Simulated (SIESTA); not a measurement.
System: Cu, space group I4/mmm (No. 139).

Structure:
```xyz
1
Lattice="-1.4428 1.4428 1.3761 1.4428 -1.4428 1.3761 1.4428 1.4428 -1.3761" Properties=species:S:1:pos:R:3 pbc="T T T"
Cu    0.0000    0.0000    0.0000
```

Computed with SIESTA 5.4.2: DFT in numerical atomic orbitals with pseudopotentials, no spin polarisation; energies at scaled volumes of the given cell, shape and fractions fixed, counted from the fit's minimum, third-order Birch-Murnaghan fit. Level: LDA.

k mesh 13×13×13; occupations Fermi–Dirac; smearing width 0.05 eV; potentials PseudoDojo 0.4 standard, converted to PSML, two zetas on semicore shells; program settings basis DZP, mesh cutoff 800 Ry.

What does the calculation give for the energy and pressure against volume? The volume takes the values 10.77, 11.00, 11.23, 11.46, 11.69, 11.92, 12.15 Å³/atom.

A third-order Birch–Murnaghan fit gives V0 = 10.89 Å³/atom, B0 = 198 GPa and B′ = 5.2. The energy is 0.81 meV/atom at volume 10.77 Å³/atom and 71.53 meV/atom at 12.15 Å³/atom; the lowest computed point is at volume 11.00 Å³/atom (0.71 meV/atom), and no other minimum shows. The pressure falls from 2.31 GPa at volume 10.77 Å³/atom to −16.25 GPa at 12.15 Å³/atom, and changes sign near 10.89 Å³/atom.

| volume (Å³/atom) | energy (meV/atom) | pressure (GPa) |
| --- | --- | --- |
| 10.77 | 0.81 | 2.31 |
| 11.00 | 0.71 | −1.98 |
| 11.23 | 6.08 | −5.56 |
| 11.46 | 16.58 | −8.91 |
| 11.69 | 31.23 | −11.51 |
| 11.92 | 49.72 | −14.17 |
| 12.15 | 71.53 | −16.25 |

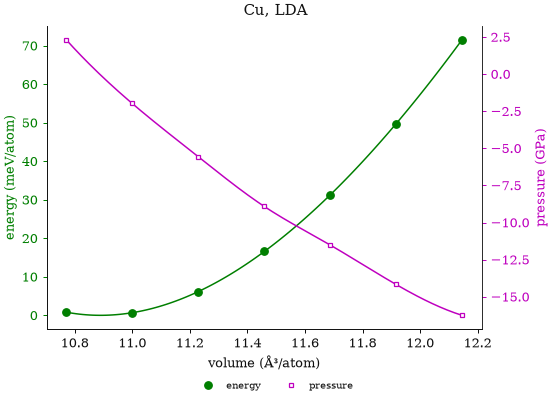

Keep in mind: mulliken charges of long orbitals; short basis over semicore shells; shape and atomic fractions are frozen while scaling, which makes layered, chain and framework solids too stiff.
